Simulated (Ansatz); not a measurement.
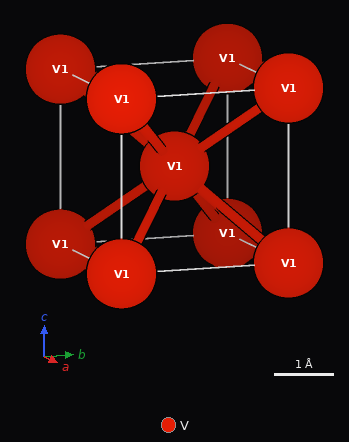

**Figure 1.** The input geometry of run 1 (ball-and-stick view of the cell 2 times as large as that of the calculation, set on its symmetry axes, seen slightly off an axis; atoms are numbered from 1 in the order of the input). Near neighbours in the crystal (not all of them lie inside the picture): V has 8 V at 2.64 Å.

# V: a changed input and its effect

System: V (1 atom in the cell).
Method of run 1: Kohn-Sham DFT of a periodic cell, r2SCAN, Ansatz PAW, spin-polarised (Ansatz 0.2.0).

The structure derives from an entry of the Crystallography Open Database. Text and figures count atoms from 1; the logs count them from 0 in places.

**Input file, run 1**
```yaml
crystal:
  lattice:
    - [-1.5243791002, 1.5243791002, 1.5243791002]
    - [1.5243791002, -1.5243791002, 1.5243791002]
    - [1.5243791002, 1.5243791002, -1.5243791002]
  atoms:
    - { symbol: V, position: [0.0, 0.0, 0.0], spin: 2.0 }
hamiltonian:
  xc: r2scan
  pseudopotentials: { kind: paw }
magnetization:
  spin_polarized: true
kpoints:
  mp_grid: { grid: [12, 12, 12] }
scf:
  occupations: { method: fermi_dirac, width: 0.05 }
output:
  forces: true
  stress: true
  eigenvalues: true
```

Launched with:
```bash
ansatz run input.yaml --threads 2 --pin off --max-ram 5632MiB --backend cpu --events-out ev --progress --plain --runs-dir out
```

Hardware: 2 threads of Arm Neoverse N1, 112 GiB of memory available, shared host.

**Output, shortened to warnings, some set-up lines, iterations and results (run 1)**
```
Basis set: ecut = 500 eV, 369 PW (Γ), exchange–correlation on 80×80×80 points (64 copies of the dense FFT grid, shifted against one another)
Symmetry: 48 space group operations
k-points: 72 of 1728
Initial density: superposition of atomic densities (chi_scale 0.1, normalization cell)
[...]
SCF iter   1: F=—  HF=-2916.990553 eV  |F-HF|=—  |Δ(HF+E_count)|=         —  Δρ=1.15e-1 (↑1.15e-1 ↓3.31e-2)  dr2=1.50e0  dr2_τ=2.33e-2  dr2_m=5.65e-1  M=1.163 μB ∫|m|=1.163 …
SCF iter   2: F=—  HF=-2916.490067 eV  |F-HF|=—  |Δ(HF+E_count)|=   5.00e-1  Δρ=3.25e-2 (↑3.25e-2 ↓1.50e-2)  dr2=1.17e-1  dr2_τ=3.15e-3  dr2_m=5.31e-2  M=1.117 μB ∫|m|=1.122 …
SCF iter   3: F=—  HF=-2917.191939 eV  |F-HF|=—  |Δ(HF+E_count)|=         —  Δρ=6.56e-2 (↑6.56e-2 ↓5.19e-2)  dr2=6.48e-2  dr2_τ=1.61e-2  dr2_m=4.38e-1  M=0.357 μB ∫|m|=0.395 …
SCF iter   4: F=—  HF=-2917.091489 eV  |F-HF|=—  |Δ(HF+E_count)|=   1.00e-1  Δρ=4.39e-2 (↑4.39e-2 ↓1.89e-2)  dr2=4.57e-1  dr2_τ=4.18e-3  dr2_m=2.91e-2  M=0.559 μB ∫|m|=0.564 …
SCF iter   5: F=—  HF=-2917.021145 eV  |F-HF|=—  |Δ(HF+E_count)|=   7.03e-2  Δρ=1.33e-2 (↑1.33e-2 ↓5.63e-3)  dr2=3.91e-2  dr2_τ=8.95e-4  dr2_m=4.71e-3  M=0.555 μB ∫|m|=0.559 …
[... 7 lines ...]
SCF iter  13: F=—  HF=-2917.042537 eV  |F-HF|=—  |Δ(HF+E_count)|=   3.86e-8  Δρ=2.30e-6 (↑2.30e-6 ↓2.28e-6)  dr2=1.98e-10  dr2_τ=4.42e-11  dr2_m=5.16e-10  M=0.563 μB …
SCF iter  14: F=—  HF=-2917.042537 eV  |F-HF|=—  |Δ(HF+E_count)|=   3.57e-8  Δρ=1.17e-5 (↑1.17e-5 ↓9.06e-6)  dr2=1.52e-9  dr2_τ=5.91e-10  dr2_m=1.39e-8  M=0.563 μB ∫|m|=0.566 …
SCF iter  15: F=—  HF=-2917.042537 eV  |F-HF|=—  |Δ(HF+E_count)|=   4.76e-8  Δρ=5.81e-6 (↑5.81e-6 ↓4.61e-6)  dr2=3.20e-10  dr2_τ=1.48e-10  dr2_m=3.49e-9  M=0.563 μB …
SCF iter  16: F=-2917.042537 eV  HF=-2917.042537 eV  |F-HF|=1.41e-10  |Δ(HF+E_count)|=   1.74e-8  Δρ=8.49e-7 (↑3.52e-7 ↓8.49e-7)  dr2=7.51e-11  dr2_τ=2.03e-12  dr2_m=3.72e-11 …
SCF 1 converged in 16 iterations: F = -2917.042537 eV  dr2 = 7.51e-11
this state was not tested for a lower state beside it, because the mixer in use, unlike msr1, does not test its closes by its own steps (another_mixer; see scf.mixing.algorithm and scf.lower_state_search)
SCF converged after 16 iterations
Magnetization: 0.5631 μB (6.7816 up, 6.2184 down)
Absolute magnetization: 0.5648 μB (∫|ρ↑−ρ↓|, with the PAW one-centre terms)
Spin contamination: 0.0059 ħ² per cell (⟨S²⟩ above its minimum at these occupations)
Per-site moments (μB) at R_I (Å): [(0.462425450597658, 1.0891245962612932)]
Free energy (F): -2917.042537 eV
Harris-Foulkes:  -2917.042537 eV  (|F-HF|=1.41e-10)
Internal energy: -2917.030732 eV  (E = F + TS)
E sigma→0 (E₀):  -2917.036634 eV
Entropy (-TS):   -0.011805 eV (-11.805 meV/atom)
Fermi energy:    15.566417 eV
--- Per-component energies (eV) ---
  E_band       = -172.493557
  E_kinetic    = 334.905717
  E_local      = -926.275262  (includes V_loc(G=0)·N_el)
  E_nonlocal   = -45.952273
  E_hartree    = 420.117889
  E_xc         = -126.244221
  E_vxc        = -183.756862  (∫ρ·V_xc dr)
  E_paw        = -1120.886195  (= ΣΔE_a)
  E_vpaw       = -203.957663  (= ΣTr[D̂ρ^β])
  E_aug_tail   = 0.000171  (compensation charges beyond the density's cutoff)
  E_vtau       = 12.306493  (kinetic-family band-sum trace: ∫τ·v_τ [+ j·A + Jᵃ·Aᵃ] dr)
  E_ewald      = -1452.430777
  E_core_change = -0.265781  (= ΣΔE_core)
  E_smearing   = -0.011805  (= −TS)
  E_closure    = 0.000000  (closes the sum)
  Σ components = -2917.042537   (vs F -2917.042537, Δ=0.00e0)
--- Forces (eV/Å), atoms counted from 1 ---
  atom   1  V     -0.00000000    -0.00000000     0.00000000
  max |Σ_I F_I| component: 1.17e-31 eV/Å
--- Stress (GPa, compression-positive) ---
       -9.766598       0.000000       0.000000
       -0.000000      -9.766598       0.000000
        0.000000      -0.000000      -9.766598
  P = ⅓ Tr σ = -9.7666 GPa (-97.666 kbar)
```

For run 2 the input was changed thus:
```diff
-    - [-1.5243791002, 1.5243791002, 1.5243791002]
-    - [1.5243791002, -1.5243791002, 1.5243791002]
-    - [1.5243791002, 1.5243791002, -1.5243791002]
+    - [-1.51435, 1.51435, 1.51435]
+    - [1.51435, -1.51435, 1.51435]
+    - [1.51435, 1.51435, -1.51435]
```

How does run 2 compare with run 1?

With the same functional and potentials, run 2 lies 14.4 meV per atom lower. The pressure goes from −9.77 to −6.74 GPa. The volume per atom goes from 14.17 to 13.89 Å³. The cell is scaled evenly with the atoms at fixed fractional positions, so −ΔP/Δ ln V estimates the bulk modulus midway between the two volumes: about 150 GPa. The SCF takes 17 iterations against 16.

**Output, shortened to warnings, some set-up lines, iterations and results (run 2)**
```
Basis set: ecut = 500 eV, 369 PW (Γ), exchange–correlation on 80×80×80 points (64 copies of the dense FFT grid, shifted against one another)
Symmetry: 48 space group operations
k-points: 72 of 1728
Initial density: superposition of atomic densities (chi_scale 0.1, normalization cell)
[...]
SCF iter   1: F=—  HF=-2916.976926 eV  |F-HF|=—  |Δ(HF+E_count)|=         —  Δρ=1.18e-1 (↑1.18e-1 ↓3.43e-2)  dr2=1.52e0  dr2_τ=2.41e-2  dr2_m=5.87e-1  M=1.149 μB ∫|m|=1.149 …
SCF iter   2: F=—  HF=-2916.471919 eV  |F-HF|=—  |Δ(HF+E_count)|=   5.05e-1  Δρ=3.39e-2 (↑3.39e-2 ↓1.58e-2)  dr2=1.19e-1  dr2_τ=3.30e-3  dr2_m=5.85e-2  M=1.105 μB ∫|m|=1.109 …
SCF iter   3: F=—  HF=-2917.205018 eV  |F-HF|=—  |Δ(HF+E_count)|=         —  Δρ=6.84e-2 (↑6.84e-2 ↓5.45e-2)  dr2=6.60e-2  dr2_τ=1.75e-2  dr2_m=4.71e-1  M=0.311 μB ∫|m|=0.348 …
SCF iter   4: F=—  HF=-2917.106953 eV  |F-HF|=—  |Δ(HF+E_count)|=   9.81e-2  Δρ=4.51e-2 (↑4.51e-2 ↓1.93e-2)  dr2=4.66e-1  dr2_τ=4.28e-3  dr2_m=3.06e-2  M=0.518 μB ∫|m|=0.522 …
SCF iter   5: F=—  HF=-2917.034188 eV  |F-HF|=—  |Δ(HF+E_count)|=   7.28e-2  Δρ=1.48e-2 (↑1.48e-2 ↓5.78e-3)  dr2=4.05e-2  dr2_τ=9.40e-4  dr2_m=6.77e-3  M=0.510 μB ∫|m|=0.513 …
[... 8 lines ...]
SCF iter  14: F=—  HF=-2917.056897 eV  |F-HF|=—  |Δ(HF+E_count)|=   6.60e-8  Δρ=1.61e-5 (↑1.61e-5 ↓1.24e-5)  dr2=2.93e-9  dr2_τ=1.08e-9  dr2_m=2.56e-8  M=0.541 μB ∫|m|=0.543 …
SCF iter  15: F=—  HF=-2917.056897 eV  |F-HF|=—  |Δ(HF+E_count)|=   8.87e-8  Δρ=6.80e-6 (↑6.80e-6 ↓5.42e-6)  dr2=4.75e-10  dr2_τ=2.00e-10  dr2_m=4.69e-9  M=0.541 μB …
SCF iter  16: F=—  HF=-2917.056897 eV  |F-HF|=—  |Δ(HF+E_count)|=   1.46e-8  Δρ=3.70e-6 (↑3.45e-6 ↓3.70e-6)  dr2=1.72e-11  dr2_τ=6.94e-11  dr2_m=1.62e-9  M=0.541 μB …
SCF iter  17: F=-2917.056897 eV  HF=-2917.056897 eV  |F-HF|=1.39e-9  |Δ(HF+E_count)|=   6.09e-9  Δρ=1.82e-6 (↑1.82e-6 ↓1.62e-6)  dr2=7.61e-12  dr2_τ=1.60e-11  dr2_m=3.76e-10  …
SCF 1 converged in 17 iterations: F = -2917.056897 eV  dr2 = 7.61e-12
this state was not tested for a lower state beside it, because the mixer in use, unlike msr1, does not test its closes by its own steps (another_mixer; see scf.mixing.algorithm and scf.lower_state_search)
SCF converged after 17 iterations
Magnetization: 0.5410 μB (6.7705 up, 6.2295 down)
Absolute magnetization: 0.5422 μB (∫|ρ↑−ρ↓|, with the PAW one-centre terms)
Spin contamination: 0.0050 ħ² per cell (⟨S²⟩ above its minimum at these occupations)
Per-site moments (μB) at R_I (Å): [(0.44092973212280445, 1.081959095432296)]
Free energy (F): -2917.056897 eV
Harris-Foulkes:  -2917.056897 eV  (|F-HF|=1.39e-9)
Internal energy: -2917.044819 eV  (E = F + TS)
E sigma→0 (E₀):  -2917.050858 eV
Entropy (-TS):   -0.012077 eV (-12.077 meV/atom)
Fermi energy:    15.929138 eV
--- Per-component energies (eV) ---
  E_band       = -167.591772
  E_kinetic    = 335.465921
  E_local      = -912.458355  (includes V_loc(G=0)·N_el)
  E_nonlocal   = -45.884966
  E_hartree    = 415.574266
  E_xc         = -126.428246
  E_vxc        = -184.035712  (∫ρ·V_xc dr)
  E_paw        = -1120.998042  (= ΣΔE_a)
  E_vpaw       = -204.151035  (= ΣTr[D̂ρ^β])
  E_aug_tail   = 0.000187  (compensation charges beyond the density's cutoff)
  E_vtau       = 12.323752  (kinetic-family band-sum trace: ∫τ·v_τ [+ j·A + Jᵃ·Aᵃ] dr)
  E_ewald      = -1462.049804
  E_core_change = -0.265781  (= ΣΔE_core)
  E_smearing   = -0.012077  (= −TS)
  E_closure    = -0.000000  (closes the sum)
  Σ components = -2917.056897   (vs F -2917.056897, Δ=0.00e0)
--- Forces (eV/Å), atoms counted from 1 ---
  atom   1  V     -0.00000000     0.00000000     0.00000000
  max |Σ_I F_I| component: 1.36e-31 eV/Å
--- Stress (GPa, compression-positive) ---
       -6.742066      -0.000000       0.000000
       -0.000000      -6.742066      -0.000000
       -0.000000      -0.000000      -6.742066
  P = ⅓ Tr σ = -6.7421 GPa (-67.421 kbar)
```

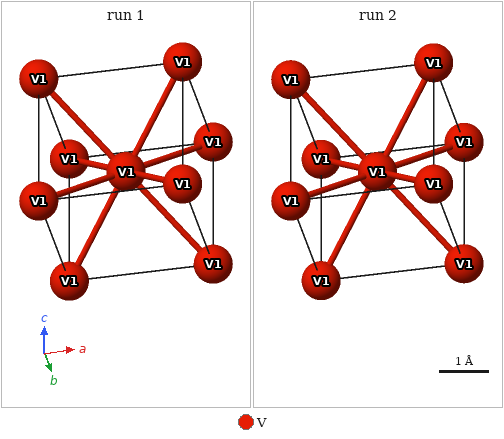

**Figure 2.** The two input geometries at one scale (ball-and-stick view of the cell 2 times as large as that of the calculation, set on its symmetry axes, seen at an oblique angle). No atom moves by more than 0.005 Å relative to the cell. The volume changes by −2.0 %, with a = b = c 3.049 → 3.029 Å (−0.7 %). Among the contacts that change: V1–V1 2.640 → 2.623 Å.

**The two runs side by side**

```csv
quantity,run 1,run 2
outcome,converged,converged
free energy per atom (eV),−2917.0425,−2917.0569
"energy per atom, smearing taken to zero (eV)",−2917.0366,−2917.0509
gap on the mesh (eV),0.00,0.00
net moment of the cell (μB),0.56,0.54
absolute moment of the cell (μB),0.56,0.54
pressure (GPa),−9.77,−6.74
volume per atom (Å³),14.17,13.89
largest force (eV/Å),0.000,0.000
SCF iterations,16,17
irreducible k-points,72,72
plane waves at Γ,369,369
wall time (shared host),5.7 s,5.8 s
```

For both runs: Warnings: the state was not tested for a lower one. Points of doubt noted for this run: state may lie high. For run 1: The cell is under a tension of 9.8 GPa at this level, so it is not at its equilibrium volume. For run 2: The cell is under a tension of 6.7 GPa at this level, so it is not at its equilibrium volume.
